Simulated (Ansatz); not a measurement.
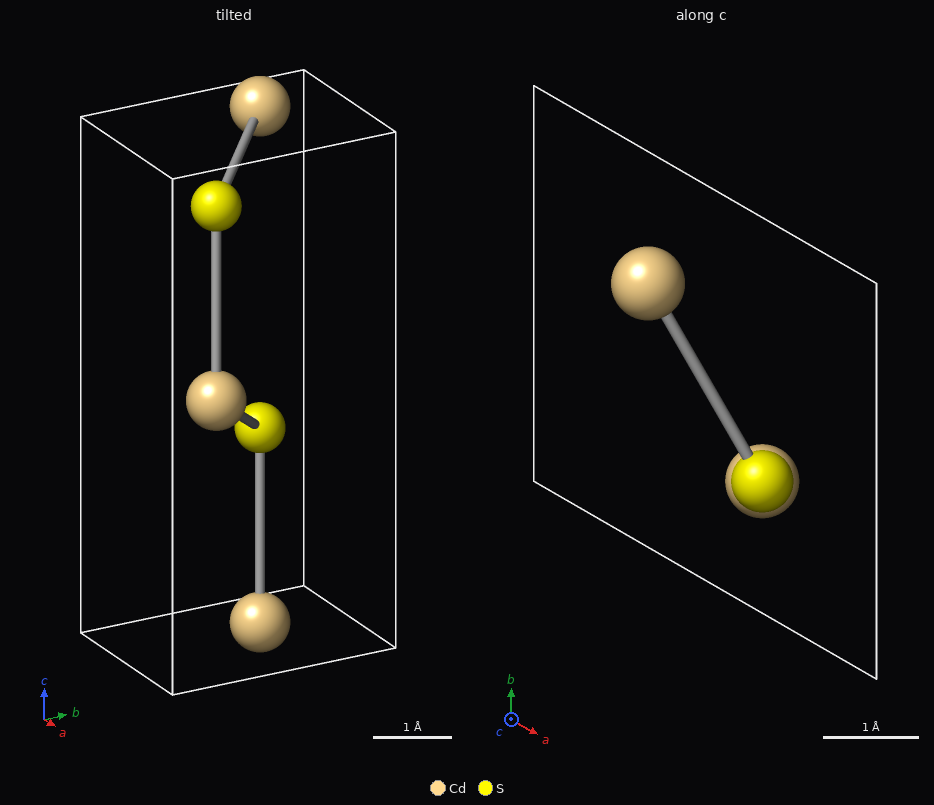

Crystal structure, ball-and-stick style, seen slightly off an axis and along the c axis. The conventional unit cell is drawn as a box.

CdS, wurtzite, space group P6_3mc (No. 186), a = 4.165 Å, b = 4.165 Å, c = 6.766 Å, α = 90.00°, β = 90.00°, γ = 120.00°. The structure comes from a structure listed in the Materials Project. Earlier steps of the study may have refined or changed the cell and positions. It went into a calculation with Ansatz.

This one geometry was computed with Ansatz (DFT, plane waves, PAW) at six levels of theory: dielectric-dependent PBE0 (fraction 1/eps_inf of PBE), r2SCAN, PBE0, PBE, LC-wPBE and PBE with spin-orbit coupling. It was relaxed beforehand with r2SCAN.

**Which level gives the highest pressure at this volume, and what does that say about its equilibrium volume?**

Highest: PBE (1.4 GPa) and PBE with spin-orbit coupling (1.3 GPa), which points to the largest equilibrium volume. Lowest, with the smallest volume: LC-wPBE (-2.3 GPa). Levels within 0.5 GPa of each other can't be told apart.

**How does the band gap change with the level of theory?**

PBE with spin-orbit coupling: a gap of 1.16 eV, direct; PBE: a gap of 1.17 eV, direct; r2SCAN: a gap of 1.63 eV, direct; dielectric-dependent PBE0 (fraction 1/eps_inf of PBE): a gap of 2.25 eV, direct; PBE0: a gap of 2.83 eV, direct; LC-wPBE: a gap of 7.03 eV, direct.

**Collect the results in a table.**

| level | cutoff (eV) | k-mesh of the run's cell | gap (eV) | pressure (GPa) |
| --- | --- | --- | --- | --- |
| dielectric-dependent PBE0 (fraction 1/eps_inf of PBE) | 420 | 6×6×4 | 2.25 | 0.5 |
| r2SCAN | 500 | 12×12×4 | 1.63 | 0.0 |
| PBE0 | 420 | 6×6×4 | 2.83 | 0.1 |
| PBE | 420 | 12×12×4 | 1.17 | 1.4 |
| LC-wPBE | 420 | 6×6×4 | 7.03 | -2.3 |
| PBE with spin-orbit coupling | 420 | 12×12×4 | 1.16 | 1.3 |

Gaps are taken on the k-mesh or band path of each run.
